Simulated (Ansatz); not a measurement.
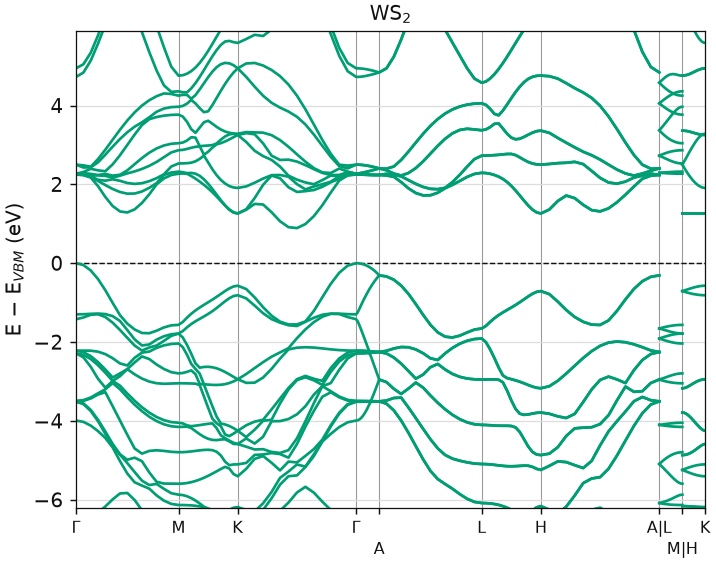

Band structure. Energies are counted from the top of the valence band.

What lattice type does the k path imply?

A hexagonal (primitive) lattice: the path Γ–M–K–Γ–A–L–H–A|L–M|H–K runs through the special points of its Brillouin zone.

This input was run:

```
crystal:
  lattice:
    - [3.1537892878, 0.0, 0.0]
    - [-1.5768946439, 2.7312616414, 0.0]
    - [0.0, 0.0, 12.1432902828]
  atoms:
    - { symbol: W, position: [0.3333333333, 0.6666666667, 0.25] }
    - { symbol: W, position: [0.6666666667, 0.3333333333, 0.75] }
    - { symbol: S, position: [0.3333333333, 0.6666666667, 0.6203061686] }
    - { symbol: S, position: [0.6666666667, 0.3333333333, 0.1203061686] }
    - { symbol: S, position: [0.3333333333, 0.6666666667, 0.8796938314] }
    - { symbol: S, position: [0.6666666667, 0.3333333333, 0.3796938314] }
basis:
  ecutwfc: 420
kpoints:
  mp_grid: { grid: [12, 12, 4] }
  band_path:
    path:
      - [[0.0, 0.0, 0.0], [0.5, 0.0, 0.0], [0.33333333, 0.33333333, 0.0], [0.0, 0.0, 0.0], [0.0, 0.0, 0.5], [0.5, 0.0, 0.5], [0.33333333, 0.33333333, 0.5], [0.0, 0.0, 0.5]]
      - [[0.5, 0.0, 0.5], [0.5, 0.0, 0.0]]
      - [[0.33333333, 0.33333333, 0.5], [0.33333333, 0.33333333, 0.0]]
    npoints: 14
hamiltonian:
  xc: pbe
  dispersion: d3bj
scf:
  occupations: { method: gaussian, width: 0.02 }
  n_extra_bands: 15
output:
  forces: true
  stress: true
  eigenvalues: true
  populations: true
  dos: { projected: true, de: 0.02, nscf_kmesh: { grid: [18, 18, 6] } }
  bader: true
  write_density: true
  write_potential: true
  elf: true
  volumetric_format: npy
```

Launched with:
```bash
ansatz run input.yaml --threads 2 --pin off --max-ram 5120MiB --backend cpu --events-out ev --progress --plain --runs-dir out
```

Metal, semiconductor or insulator, and what is the gap?

The bands leave a gap. The gap along this path is 0.89 eV and indirect, from the valence-band top at Γ to the conduction-band bottom between K and Γ; the smallest direct gap is 1.83 eV, at K.

What are the direct gaps at A, L and M?

The direct gaps are 2.55 eV at A, 3.95 eV at L and 3.83 eV at M.

How many bands meet at the valence-band top?

The top valence level at Γ is a single band, not degenerate (spin aside).

Spin-orbit coupling is left out, which matters for W.
